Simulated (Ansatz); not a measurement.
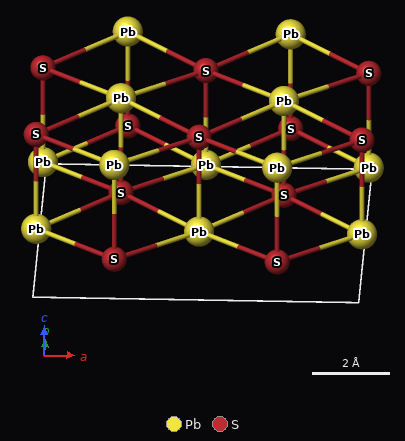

Normal modes of a free-standing layer of PbS (a generated structure), space group P4/nmm (No. 129), at the zone centre. The picture is a ball-and-stick view of the 2 × 2 repeat of the cell, outlined in the plane, without the vacuum, seen from a free direction.

Theory: DFT PBE, scalar-relativistic, plane waves, PAW in Ansatz 0.2.0. Set-up: plane-wave cutoff 420 eV; k-point mesh 6 × 6 × 1; occupations fixed; no spin polarisation.

Frequencies are those without the non-analytic (LO–TO) term.

Question: List the optical modes.

Answer: The calculation's cell holds 4 atoms, so there are 9 optical modes, in 6 levels. The optical modes span 2E_g + E_u + 2A₁g + A₂u. No level is unstable.

```
level  symmetry  frequency (cm⁻¹)         activity
    1       E_g                33     Raman-active
    2       E_u                35  infrared-active
    3       A₁g                63     Raman-active
    4       E_g               137     Raman-active
    5       A₁g               205     Raman-active
    6       A₂u               261  infrared-active
```

The modes drawn as arrows (one member of each degenerate set):

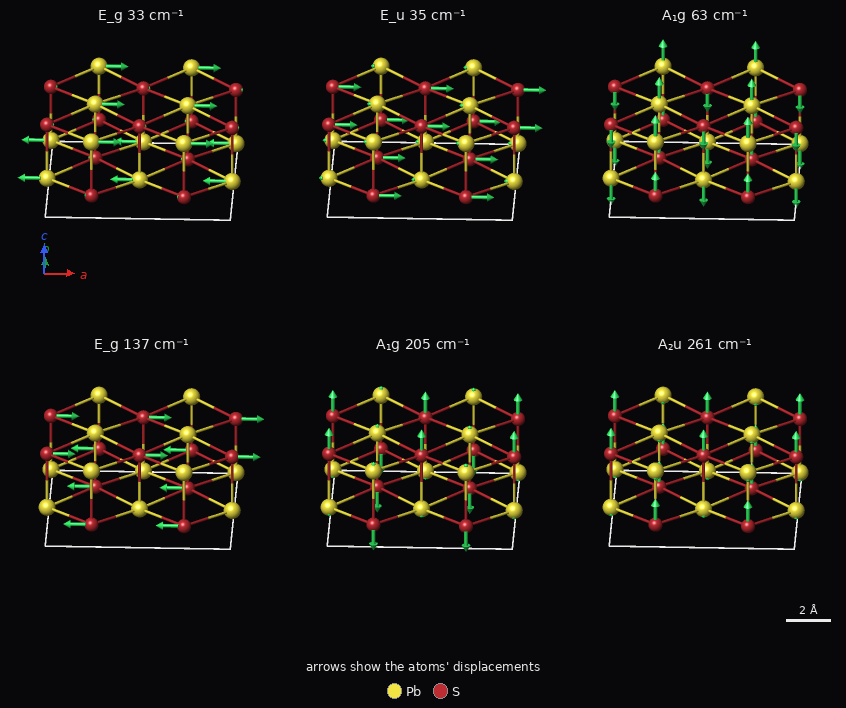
